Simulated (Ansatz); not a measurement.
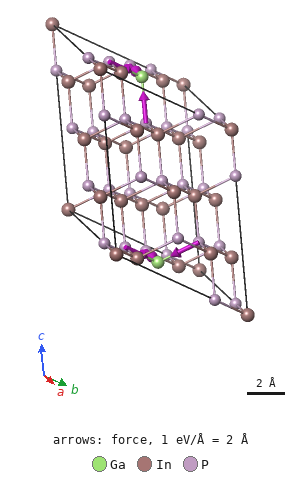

Starting geometry of a defect cell of composition In15GaP16 with the computed forces as purple arrows. The picture is a ball-and-stick view of the cell of the calculation, seen slightly off an axis.

Case: Ga on a In site (a), charge +0, atoms relaxed at the host's cell.

Level of theory: Ansatz, DFT PBE, scalar-relativistic, plane waves, PAW. (plane-wave cutoff 420 eV; k-point mesh 2 × 2 × 2; occupations gaussian; smearing width 0.02 eV; no spin polarisation; atoms relaxed in a fixed cell; force threshold 0.025 eV/Å; at most 45 steps)

Is this structure relaxed? If not, where do the atoms go?

Answer. It isn't relaxed: the largest force vector, on P atoms, is 0.91 eV/Å. The atoms end up moving mostly along the starting forces (cosine between the two patterns 0.90). The largest moves, 0.14 Å, are those of P atoms. By element the largest moves are P 0.14 Å, In 0.04 Å. Ga stays in place. The cell doesn't change. Among the contacts that change: Ga–P 2.581 → 2.437 Å, In–P 2.581 → 2.604 Å. Among the angles between lasting bonds that change: P–In–P 109.5° → 112.1°, In–P–In 109.5° → 107.0°, Ga–P–In 109.5° → 111.9°. The energy falls by 0.290 eV per cell of the calculation in 2 accepted moves (3 points after the start). The largest force component goes from 0.53 to 0.021 eV/Å. 1 step only repeated the SCF at the same geometry. Cost: 42 s on 4 threads of Arm Neoverse V1 (shared host), peak memory 2.5 GiB.
